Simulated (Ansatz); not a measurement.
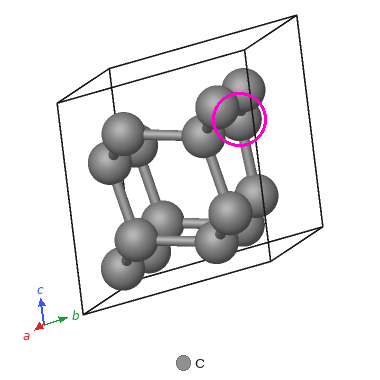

The system is C (Fd-3m phase) with one C vacancy (15 atoms in the cell); the picture shows the reference structure. An atom moved over a plane that holds its own site and a neighbouring vacancy (x along [2 −2 1] of the conventional cell). First axis: path of C11 from its site (0) to the vacancy (1), 1.547 Å. Second axis: shift of C11 across the path, along the Cartesian direction [−1 1 2]. Nothing is relaxed (all other atoms held at the sites of the perfect crystal). The scan uses an 11 × 9 grid; 48 points were computed and 47 follow by symmetry. At 4 points there is no value (left out of the scan, as a rule where atoms come close). Points are written as (first, second). All energies are given in eV per cell relative to the lowest grid point. Theory: DFT PBE, scalar-relativistic, plane waves, PAW in Ansatz 0.2.0. Settings: cutoff 420 eV, k-mesh 6×6×6, gaussian smearing 0.05 eV, no spin polarisation.

Range: path of C11 from its site (0) to the vacancy (1), 1.547 Å from −0.125 to 1.125; shift of C11 across the path, along the Cartesian direction [−1 1 2] from −0.700 to 0.700 Å.

**What landscape does the calculation give?**

The lowest grid point is at (−0.125, 0.000 Å) [nearest 3 C at 1.49 Å]. It lies at the edge of the scanned range, so the true minimum may lie outside. The highest grid point, (−0.125, 0.525 Å) [nearest 1 C at 0.99 Å], lies 11.5 eV above the lowest.

```
second ↓, first →  −0.125  0.000  0.125  0.250  0.375  0.500  0.625  0.750  0.875  1.000  1.125
            0.700       –      –   11.4    8.1    6.9    6.4    5.8    5.3    4.9    5.1    5.7
            0.525    11.5    8.2    6.0    5.3    5.2    5.1    4.7    4.0    3.5    3.4    3.9
            0.350     3.9    3.2    3.0    3.5    4.1    4.3    3.9    3.1    2.3    1.9    2.0
            0.175     0.8    0.9    1.6    2.6    3.5    3.8    3.5    2.5    1.5    0.8    0.6
            0.000     0.0    0.3    1.2    2.3    3.3    3.7    3.3    2.3    1.2    0.3    0.0
           −0.175     0.6    0.8    1.5    2.5    3.5    3.8    3.5    2.6    1.6    0.9    0.8
           −0.350     2.0    1.9    2.3    3.1    3.9    4.3    4.1    3.5    3.0    3.2    3.9
           −0.525     3.9    3.4    3.5    4.0    4.7    5.1    5.2    5.3    6.0    8.2   11.5
           −0.700     5.7    5.1    4.9    5.3    5.8    6.4    6.9    8.1   11.4      –      –
```

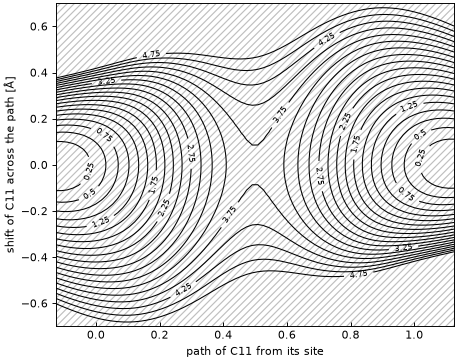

The picture shows contour lines labelled in eV (none above 4.75), hatched blanks where no value was computed. Between grid points the surface is interpolated.

Time for the 48 points that were run: 4.2 min on 4 threads of Intel(R) Xeon(R) Platinum 8488C (Sapphire Rapids), with other jobs on the host.

PAW datasets: the set soft_1.
